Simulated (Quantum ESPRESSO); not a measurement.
Relax calculation of C

C (P-1, 2 atoms in the cell), set up with Kohn-Sham DFT of a periodic cell, RPBE with D3M, Ansatz NC SR PBE (Quantum ESPRESSO 7.5).

The structure derives from an entry of the Crystallography Open Database.

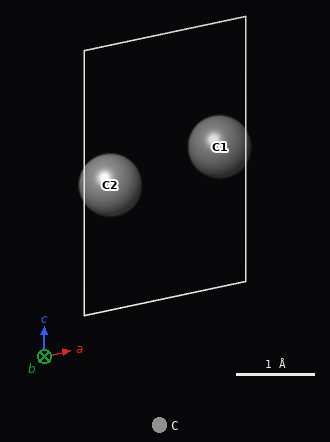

Fig. 1: The structure (ball-and-stick view of the cell of the calculation, set on other vectors, along the b axis; atoms are numbered from 1 in the order of the input). An atom can appear more than once, as a periodic image.

**The input**
```
&CONTROL
  calculation = 'relax'
  prefix = 'pwscf'
  outdir = './tmp'
  pseudo_dir = './pseudo'
  tprnfor = .true.
  disk_io = 'low'
  nstep = 40
  forc_conv_thr = 0.0004
  etot_conv_thr = 1d-05
/
&SYSTEM
  ibrav = 0
  nat = 2
  ntyp = 1
  ecutwfc = 82
  nbnd = 9
  input_dft = 'rpbe'
  occupations = 'smearing'
  smearing = 'mp'
  degauss = 0.00367493
  vdw_corr = 'grimme-d3'
  dftd3_version = 5
/
&ELECTRONS
  conv_thr = 4d-10
  electron_maxstep = 120
  mixing_beta = 0.5
  mixing_mode = 'local-TF'
/
&IONS
  ion_dynamics = 'bfgs'
/
ATOMIC_SPECIES
C     12.0110 C.upf
CELL_PARAMETERS angstrom
   1.2280263500    0.7090013400    3.3470108400
  -1.2280263500    0.7090013400    3.3470108400
   0.0000000000   -1.4180026800    3.3470108400
ATOMIC_POSITIONS crystal
C      0.1612394700    0.1359739000    0.2313502200
C      0.8387605300    0.8640261000    0.7686497800
K_POINTS automatic
5 5 5 0 0 0
```

Launched with:
```bash
OMP_NUM_THREADS=1 pw.x -in pw.in > pw.out
```

**The program's output**
```
This program is part of the open-source Quantum ESPRESSO suite
     for quantum simulation of materials; please cite
         "P. Giannozzi et al., J. Phys.:Condens. Matter 21 395502 (2009);
         "P. Giannozzi et al., J. Phys.:Condens. Matter 29 465901 (2017);
         "P. Giannozzi et al., J. Chem. Phys. 152 154105 (2020);
          URL
     in publications or presentations arising from this work. More details at

     IMPORTANT: XC functional enforced from input :
     Exchange-correlation= RPBE
                           (   1   4  44   4   0   0   0)
     Any further DFT definition will be discarded
     Please, verify this is what you really want

 program stopped due to: functional name unknown
STOP must stop!
```

**What the run reported**

```csv
quantity,value
outcome,refused by the program
space group (tolerance 0.01 Å),P-1 (2)
hardware,"1 thread of Intel Xeon (Sapphire Rapids), 16 GiB of memory available, shared host"
```

**What went wrong**

Settings chosen away from the usual ones: mixing_mode set to local-TF; k set to [5, 5, 5] (from [7, 7, 7]). The program refused the input: “program stopped due to: functional name unknown”
